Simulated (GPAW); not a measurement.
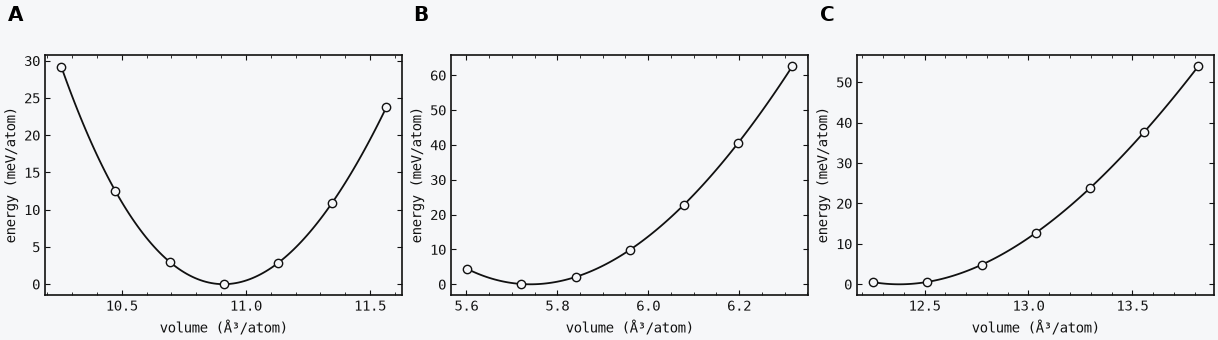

Each panel shows the energy against volume for one of these solids: AlGaN₂, P-4m2 (No. 115); BN, F-43m (No. 216); CdF₂, Fm-3m (No. 225).

How it was computed, with GPAW 26.7.0: PAW DFT in plane waves, on a grid or in atomic orbitals, no spin polarisation; energies at scaled volumes of the given cell, shape and fractions fixed, counted from the fit's minimum, third-order Birch-Murnaghan fit. Level: LDA.

Q: Match the panels to the solids.

A: A is AlGaN₂ (energy from −0.02 meV/atom to 29.20 meV/atom, V0 10.91 Å³/atom, B0 214 GPa); B is BN (energy from 0.11 meV/atom to 62.54 meV/atom, V0 5.741 Å³/atom, B0 403 GPa); C is CdF₂ (energy from 0.53 meV/atom to 53.90 meV/atom, V0 12.38 Å³/atom, B0 130 GPa).

For AlGaN₂, limits of the calculation: shape and atomic fractions are frozen while scaling, which makes layered, chain and framework solids too stiff.
